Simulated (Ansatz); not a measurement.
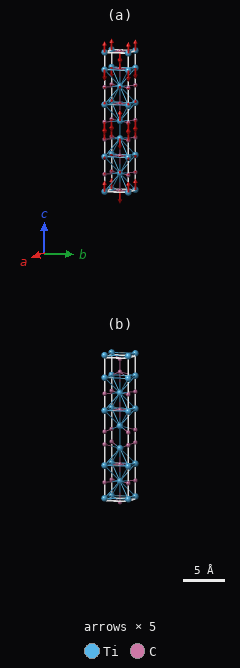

The structure of an interface cell of composition TiC before (top) and after (bottom) a relaxation, at one scale. The red arrows give the displacements (the part carried along by the change of the cell is left out), 5 times their true length.

Style: ball-and-stick. Shown: the cell of the calculation, slightly off an axis.

Case: antiphase boundary on (0 0 1), species swapped.

Level of theory: DFT PBE, scalar-relativistic, plane waves, PAW in Ansatz 0.2.0.

The input:
```yaml
crystal:
  lattice:
    - [3.0637674448, 0.0, 0.0]
    - [0.0, 3.0637674448, 0.0]
    - [0.0, 0.0, 17.3312858899]
  atoms:
    - { symbol: Ti, position: [0.0, 0.0, 0.0] }
    - { symbol: Ti, position: [0.5, 0.5, 0.125] }
    - { symbol: C, position: [0.0, 0.0, 0.125] }
    - { symbol: C, position: [0.5, 0.5, 0.0] }
    - { symbol: Ti, position: [0.0, 0.0, 0.25] }
    - { symbol: Ti, position: [0.5, 0.5, 0.375] }
    - { symbol: C, position: [0.0, 0.0, 0.375] }
    - { symbol: C, position: [0.5, 0.5, 0.25] }
    - { symbol: C, position: [0.0, 0.0, 0.5] }
    - { symbol: C, position: [0.5, 0.5, 0.625] }
    - { symbol: Ti, position: [0.0, 0.0, 0.625] }
    - { symbol: Ti, position: [0.5, 0.5, 0.5] }
    - { symbol: C, position: [0.0, 0.0, 0.75] }
    - { symbol: C, position: [0.5, 0.5, 0.875] }
    - { symbol: Ti, position: [0.0, 0.0, 0.875] }
    - { symbol: Ti, position: [0.5, 0.5, 0.75] }
basis:
  ecutwfc: 420
kpoints:
  mp_grid: { grid: [12, 12, 2] }
hamiltonian:
  xc: pbe
scf:
  occupations: { method: gaussian, width: 0.1 }
output:
  forces: true
  stress: true
  eigenvalues: true
  populations: true
relax:
  adjacent_minimum: "off"
  f_tol: 0.02
  max_steps: 45
  cell: { fix: [a, b, alpha, beta, gamma], stress_tol: 0.1 }
```

Run as
```bash
ansatz run input.yaml --threads 2 --pin off --max-ram 5120MiB --backend cpu --events-out ev --progress --plain --runs-dir out
```

**Describe what moved and what it gained.**

The largest moves relative to the cell, 0.32 Å, are those of C4, C7, C9 and C14. C7 goes along +c. By element the largest moves are C 0.32 Å, Ti 0.28 Å. Cell: a = b unchanged at 3.064 Å, c 17.331 → 17.810 Å (+2.8 %). Volume +2.8 %. Near-neighbour distances that change, for instance: Ti1–Ti15 2.166 → 2.789 Å, C4–C14 2.166 → 1.577 Å, C14–Ti16 2.166 → 2.628 Å, C10–Ti12 2.166 → 1.985 Å. New bonds form: C4–C14 (2.17 → 1.58 Å), C7–C9 (2.17 → 1.58 Å). Among the angles between lasting bonds that change: Ti1–C4–Ti1 180.0° → 148.7°, Ti1–C4–Ti2 90.0° → 74.4°, Ti1–C4–Ti1 90.0° → 85.8°. The energy falls by 4.385 eV per cell of the calculation in 9 accepted moves (12 points after the start). The largest force component goes from 5.3 to 0.0031 eV/Å. Pressure: 4.04 GPa at the start and −0.26 GPa at the end. The line search rejected the trial step at point 4 of the run. The SCF was repeated twice at an unchanged geometry on a basis and grid sized afresh for the cell, which shifted the energy by 9.0 meV per cell of the calculation at most.
